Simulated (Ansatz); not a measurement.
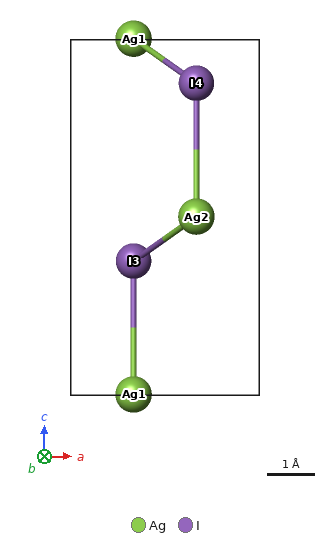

**Figure 1.** The structure as given in the input (ball-and-stick view of the cell of the calculation, along the b axis; atoms are numbered from 1 in the order of the input).

**What a change does: single-point calculation on AgI**

System: AgI (P6₃mc, 4 atoms in the cell).
Method of run 1: DFT PBE, scalar-relativistic, plane waves, PAW, no spin polarisation (Ansatz 0.2.0).

The structure derives from a Materials Project entry. Text and figures count atoms from 1; the logs count them from 0 in places.

### Input, run 1
```yaml
crystal:
  lattice:
    - [4.6862868217, 0.0, 0.0]
    - [-2.3431434108, 4.058443437, 0.0]
    - [0.0, 0.0, 7.6611324136]
  atoms:
    - { symbol: Ag, position: [0.3333333333, 0.6666666667, 0.0024494355] }
    - { symbol: Ag, position: [0.6666666667, 0.3333333333, 0.5024494355] }
    - { symbol: I, position: [0.3333333333, 0.6666666667, 0.3774505645] }
    - { symbol: I, position: [0.6666666667, 0.3333333333, 0.8774505645] }
basis:
  ecutwfc: 420
kpoints:
  mp_grid: { grid: [6, 6, 4] }
  band_path: { path: [VBM, CBM], npoints: 2 }
hamiltonian:
  xc: pbe
scf:
  occupations: { method: gaussian, width: 0.02 }
output:
  forces: true
  stress: true
  eigenvalues: true
checkpoint:
  read: start.run
  write: ck
  compress: false
  write_wavefunctions: false
  write_every: 100000
```

Launched with:
```bash
ansatz run input.yaml --threads 1 --pin off --max-ram 2560MiB --backend cpu --events-out ev --progress --plain --runs-dir out
```

Hardware: 1 thread of Arm Neoverse V2, 240 GiB of memory available, shared host.

### Output, shortened to warnings, some set-up lines, iterations and results (run 1)
```
Basis set: ecut = 420 eV, 2839 PW (Γ), exchange–correlation on 64×64×108 points (8 copies of the dense FFT grid, shifted against one another)
Symmetry: 12 space group operations
k-points: 21 of 144 (time reversal used)
Initial density: read from a saved state, or passed on in memory by an earlier SCF of this step, an earlier step, the calling program or the single point that the run made first
[...]
SCF iter   1: F=—  HF=-30208.010581 eV  |F-HF|=—  |Δ(HF+E_count)|=         —  Δρ=2.48e-6  dr2=9.38e-9  ethr=6.23e-7  ⟨swp⟩=3.5  Hψ=6291  notcnv=0
SCF iter   2: F=—  HF=-30208.010584 eV  |F-HF|=—  |Δ(HF+E_count)|=   2.87e-6  Δρ=1.76e-6  dr2=4.99e-9  ethr=1.30e-11  ⟨swp⟩=8.9  Hψ=4128  notcnv=0
SCF iter   3: F=-30208.010584 eV  HF=-30208.010584 eV  |F-HF|=2.74e-9  |Δ(HF+E_count)|=   1.13e-9  Δρ=7.54e-7  dr2=1.07e-9  ethr=6.93e-12  ⟨swp⟩=2.0  Hψ=2520  notcnv=0
SCF 1 converged in 3 iterations: F = -30208.010584 eV  dr2 = 1.07e-9
NSCF: frozen V_eff on 28 k-points
NSCF: frozen V_eff on 28 k-points
NSCF: frozen V_eff on 2 k-points
NSCF: frozen V_eff on 3 k-points
NSCF: frozen V_eff on 3 k-points
NSCF: frozen V_eff on 3 k-points
NSCF: frozen V_eff on 3 k-points
NSCF: frozen V_eff on 3 k-points
NSCF: frozen V_eff on 3 k-points
SCF converged after 3 iterations
Free energy (F): -30208.010584 eV
Harris-Foulkes:  -30208.010584 eV  (|F-HF|=2.74e-9)
Internal energy: -30208.010584 eV  (E = F + TS)
E sigma→0 (E₀):  -30208.010584 eV
Fermi energy:    6.603853 eV
--- Per-component energies (eV) ---
  E_band       = -1606.183447
  E_kinetic    = 1432.454950
  E_local      = -11310.679709  (includes V_loc(G=0)·N_el)
  E_nonlocal   = -15.873401
  E_hartree    = 5337.462488
  E_xc         = -622.157469
  E_vxc        = -721.877821  (∫ρ·V_xc dr)
  E_paw        = -17442.320979  (= ΣΔE_a)
  E_vpaw       = -1665.133761  (= ΣTr[D̂ρ^β])
  E_aug_tail   = 0.000534  (compensation charges beyond the density's cutoff)
  E_ewald      = -7586.896998
  E_smearing   = -0.000000  (= −TS)
  E_closure    = -0.000000  (closes the sum)
  Σ components = -30208.010584   (vs F -30208.010584, Δ=0.00e0)
--- Forces (eV/Å), atoms counted from 1 ---
  atom   1  Ag    -0.00000000    -0.00000000     0.00090196
  atom   2  Ag     0.00000000     0.00000000     0.00090196
  atom   3  I      0.00000000    -0.00000000    -0.00090101
  atom   4  I      0.00000000     0.00000000    -0.00090101
  max |Σ_I F_I| component: 1.90e-6 eV/Å
--- Stress (GPa, compression-positive) ---
       -0.005044       0.000000       0.000000
       -0.000000      -0.005044       0.000000
        0.000000      -0.000000      -0.004913
  P = ⅓ Tr σ = -0.0050 GPa (-0.050 kbar)
```

The input of run 2 differs as follows (lines with − go, lines with + come):
```diff
-    - [4.6862868217, 0.0, 0.0]
-    - [-2.3431434108, 4.058443437, 0.0]
-    - [0.0, 0.0, 7.6611324136]
+    - [4.6159925194, 0.0, 0.0]
+    - [-2.3079962597, 3.9975667855, 0.0]
+    - [0.0, 0.0, 7.5462154274]
```

Predict how the results change.

With the same functional and potentials, run 2 lies 6.3 meV per atom higher. The pressure goes from −0.01 to 1.32 GPa. The volume per atom goes from 36.43 to 34.81 Å³. The cell is scaled evenly with the atoms at fixed fractional positions, so −ΔP/Δ ln V estimates the bulk modulus midway between the two volumes: about 29 GPa. The plane waves at Γ go from 2839 to 2743.

### Output, shortened to warnings, some set-up lines, iterations and results (run 2)
```
Basis set: ecut = 420 eV, 2743 PW (Γ), exchange–correlation on 64×64×108 points (8 copies of the dense FFT grid, shifted against one another)
Symmetry: 12 space group operations
k-points: 21 of 144 (time reversal used)
Initial density: read from a saved state, or passed on in memory by an earlier SCF of this step, an earlier step, the calling program or the single point that the run made first
[...]
SCF iter   1: F=—  HF=-30207.985315 eV  |F-HF|=—  |Δ(HF+E_count)|=         —  Δρ=3.27e-6  dr2=3.41e-8  ethr=4.71e-7  ⟨swp⟩=3.2  Hψ=6345  notcnv=0
SCF iter   2: F=—  HF=-30207.985329 eV  |F-HF|=—  |Δ(HF+E_count)|=   1.39e-5  Δρ=2.11e-6  dr2=1.52e-8  ethr=4.73e-11  ⟨swp⟩=8.5  Hψ=4074  notcnv=0
SCF iter   3: F=-30207.985329 eV  HF=-30207.985329 eV  |F-HF|=2.62e-9  |Δ(HF+E_count)|=   3.92e-8  Δρ=1.75e-6  dr2=5.54e-9  ethr=2.11e-11  ⟨swp⟩=2.0  Hψ=3152  notcnv=0
SCF 1 converged in 3 iterations: F = -30207.985329 eV  dr2 = 5.54e-9
NSCF: frozen V_eff on 28 k-points
NSCF: frozen V_eff on 28 k-points
NSCF: frozen V_eff on 2 k-points
NSCF: frozen V_eff on 3 k-points
NSCF: frozen V_eff on 3 k-points
NSCF: frozen V_eff on 3 k-points
NSCF: frozen V_eff on 3 k-points
NSCF: frozen V_eff on 3 k-points
NSCF: frozen V_eff on 3 k-points
SCF converged after 3 iterations
Free energy (F): -30207.985329 eV
Harris-Foulkes:  -30207.985329 eV  (|F-HF|=2.62e-9)
Internal energy: -30207.985329 eV  (E = F + TS)
E sigma→0 (E₀):  -30207.985329 eV
Fermi energy:    7.250273 eV
--- Per-component energies (eV) ---
  E_band       = -1572.147288
  E_kinetic    = 1433.732810
  E_local      = -11114.202120  (includes V_loc(G=0)·N_el)
  E_nonlocal   = -16.082349
  E_hartree    = 5256.159504
  E_xc         = -622.995672
  E_vxc        = -723.063656  (∫ρ·V_xc dr)
  E_paw        = -17442.164597  (= ΣΔE_a)
  E_vpaw       = -1664.851562  (= ΣTr[D̂ρ^β])
  E_aug_tail   = 0.000596  (compensation charges beyond the density's cutoff)
  E_ewald      = -7702.433500
  E_smearing   = -0.000000  (= −TS)
  E_closure    = 0.000000  (closes the sum)
  Σ components = -30207.985329   (vs F -30207.985329, Δ=0.00e0)
--- Forces (eV/Å), atoms counted from 1 ---
  atom   1  Ag     0.00000000    -0.00000000     0.00369036
  atom   2  Ag    -0.00000000     0.00000000     0.00369036
  atom   3  I      0.00000000    -0.00000000    -0.00369138
  atom   4  I      0.00000000     0.00000000    -0.00369138
  max |Σ_I F_I| component: 2.03e-6 eV/Å
--- Stress (GPa, compression-positive) ---
        1.315815       0.000000       0.000000
        0.000000       1.315815      -0.000000
        0.000000      -0.000000       1.325892
  P = ⅓ Tr σ = 1.3192 GPa (13.192 kbar)
```

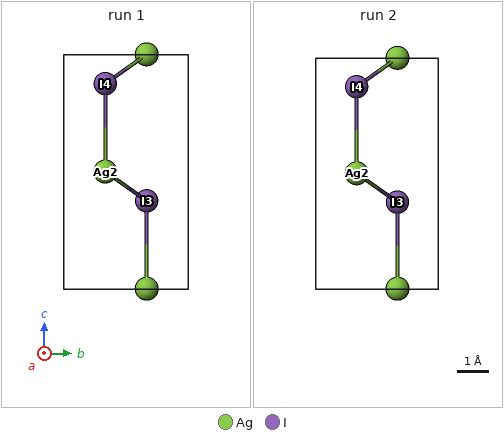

**Figure 2.** The two input geometries at one scale (ball-and-stick view of the cell of the calculation, along the a axis). The atoms keep their places relative to the cell (all moves are under 0.005 Å). Cell: a = b 4.686 → 4.616 Å (−1.5 %), c 7.661 → 7.546 Å (−1.5 %). Volume −4.4 %. Among the contacts that change: Ag–I 2.873 → 2.830 Å.

### The two runs side by side

| quantity | run 1 | run 2 |
| --- | --- | --- |
| outcome | converged | converged |
| free energy per atom (eV) | −7552.0026 | −7551.9963 |
| gap on the mesh (eV) | 1.37 | 1.37 |
| pressure (GPa) | −0.01 | 1.32 |
| volume per atom (Å³) | 36.43 | 34.81 |
| largest force (eV/Å) | 0.001 | 0.004 |
| irreducible k-points | 21 | 21 |
| plane waves at Γ | 2839 | 2743 |
| wall time (shared host) | 35 s | 35 s |
